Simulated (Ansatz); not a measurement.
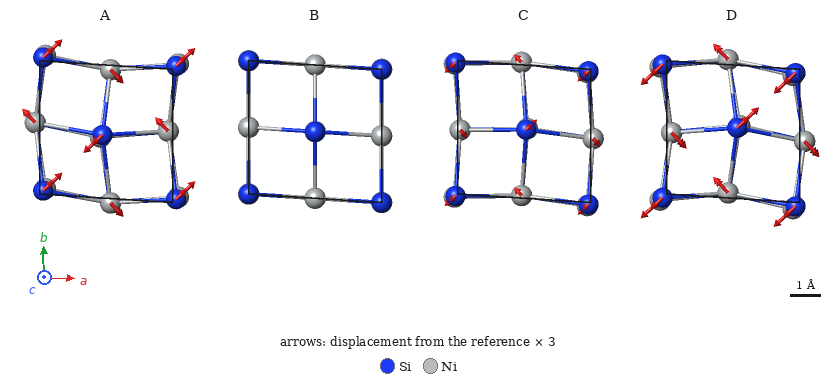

Energy scan for a crystal of SiNi (Pmmn), in which a normal mode of wave vector (1/2, 1/2, 0) of the primitive cell, folded into a doubled cell, (one arbitrary combination within a set of 2 degenerate modes) is frozen in with the cell fixed, the amplitude being the largest displacement of an atom. A ball-and-stick model of the cell of the calculation, seen along the c axis. Red arrows: displacements from the reference.

All numbers below come from DFT PBE, scalar-relativistic, plane waves, PAW (Ansatz). Settings: plane-wave cutoff 420 eV; k-point mesh 12 × 12 × 10; occupations gaussian; smearing width 0.15 eV; no spin polarisation. Energies (free energies at the smearing named) are counted from the relaxed crystal.

Order these geometries by energy, lowest first.

Answer. Lowest first: B (the amplitude 0.00 Å, 0 meV/cell), C (the amplitude −0.15 Å, 56 meV/cell), A (the amplitude 0.2625 Å, 248 meV/cell), D (the amplitude −0.30 Å, 369 meV/cell). Over the whole scan: the harmonic wavenumber of the mode is 65 cm⁻¹, a stable vibration. Of the computed points the lowest is at the amplitude 0.00 Å, 0 meV/cell. The end points stand at 369 meV/cell (−0.30 Å) and 369 meV/cell (0.30 Å). The well is symmetric.

Limits of the set-up: an element that often carries a moment was run without spin polarisation.
